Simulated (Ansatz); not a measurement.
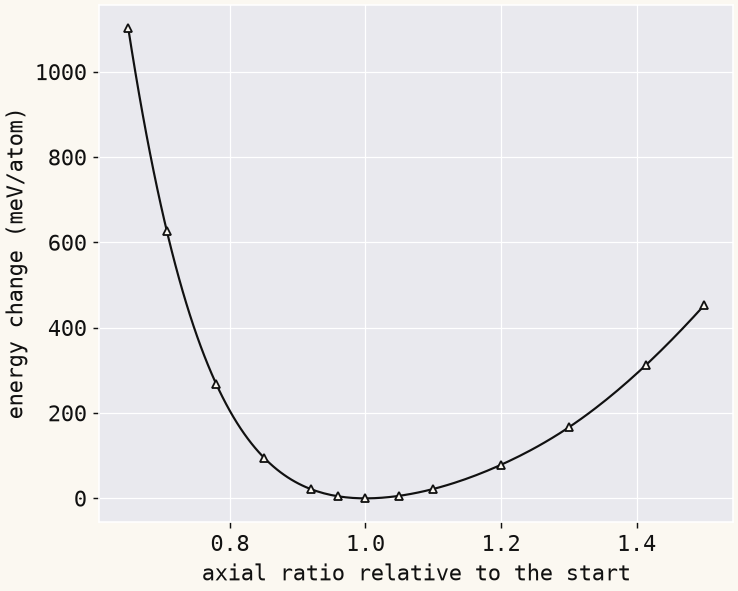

Plotted: energy change against relative axial ratio for CoSi₂, space group Fm-3m (No. 225).

The given structure:
```
CELL_PARAMETERS angstrom
0.00000 2.65625 2.65625
2.65625 0.00000 2.65625
2.65625 2.65625 0.00000
ATOMIC_POSITIONS crystal
Co 0.00000 0.00000 0.00000
Si 0.25000 0.25000 0.25000
Si 0.75000 0.75000 0.75000
```

Method: deformation of a crystal at fixed volume, lengths along the axis scaled against those across it, fractional coordinates fixed, by plane-wave density functional theory with PAW datasets, free energies less that of the undisturbed cell, pressure positive in compression; scalar-relativistic (Ansatz 0.2.0). Level: PBEsol, no spin polarisation.

- wave cutoff: 420 eV
- k mesh: 18×18×18
- occupations: Gaussian
- smearing width: 0.15 eV
- k shift: (0, 0, 0) (mesh steps)
- start: relaxed
- path: tetragonal
- axis direction: (0, 0, 1) (Cartesian unit vector)

From this curve and the settings, what does the calculation give for the pressure at the same points?

The pressure goes from 27.8 GPa at relative axial ratio 0.650 to 8.7 GPa at 1.500, not monotonically, with a low of 0.0 GPa at 1.000.

```csv
axial ratio relative to the start,pressure (GPa)
0.650,27.8
0.707,15.8
0.780,6.8
0.850,2.4
0.920,0.5
0.960,0.1
1.000,0.0
1.050,0.1
1.100,0.5
1.200,1.8
1.300,3.5
1.414,6.2
1.500,8.7
```

Note: no spin polarisation, a magnetic state may lie lower.
